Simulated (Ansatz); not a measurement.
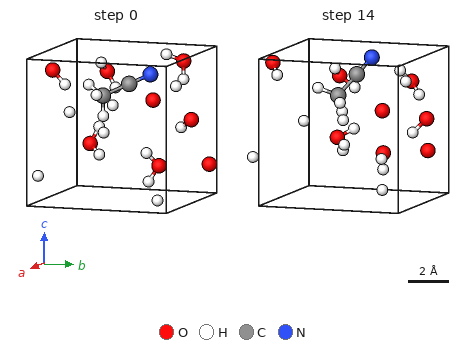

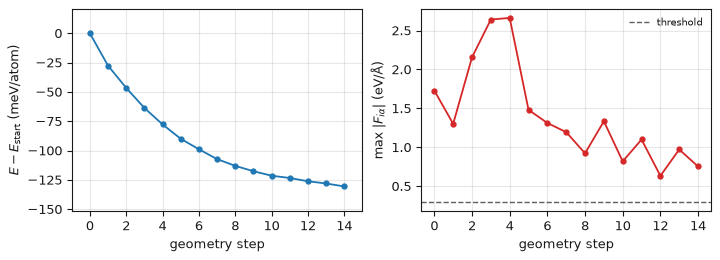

First and last geometry of a relaxation of an amorphous cell of composition H19C2NO8, with the history of the run. A ball-and-stick model of the cell of the calculation, seen slightly off an axis.

The cell holds 8 H2O + 1 CH3CN. The run prepares the start of a later molecular dynamics calculation, from a guessed geometry.

The calculation used Ansatz, DFT PBE, scalar-relativistic, plane waves, PAW. Settings: plane-wave cutoff 420 eV; k-point mesh 1 × 1 × 1; occupations fermi dirac; smearing width 0.05 eV; no spin polarisation; atoms relaxed in a fixed cell; force threshold 0.3 eV/Å; at most 15 steps.

> Did the run converge, and what did it change?

The relaxation stopped without meeting its thresholds, so the last structure isn't shown to be converged. It used up its limit of 15 steps. The energy falls by 131 meV per atom in 14 geometry steps. Largest force component: 1.7 eV/Å at the start, 0.75 eV/Å at the end. The atom that moves furthest is an H atom (1.39 Å along [−1 −3 3]). Largest moves by element: H 1.39 Å, O 1.29 Å, N 1.02 Å, C 0.54 Å. The cell stays as it was. Some distances before and after: H–O 0.969 → 1.015 Å, H–O 0.969 → 0.991 Å, C–C 1.461 → 1.442 Å, C–N 1.178 → 1.163 Å. Among the angles between lasting bonds that change: H–O–H 104.0° → 106.3°. The run took 29 s on 1 thread of Intel(R) Xeon(R) Platinum 8488C (Sapphire Rapids) (shared host), peak memory 0.5 GiB.

Limits of the set-up: the program's low-accuracy preset was used; the periodic images lie only 7.5 Å apart, so the values are limited by the cell's size.
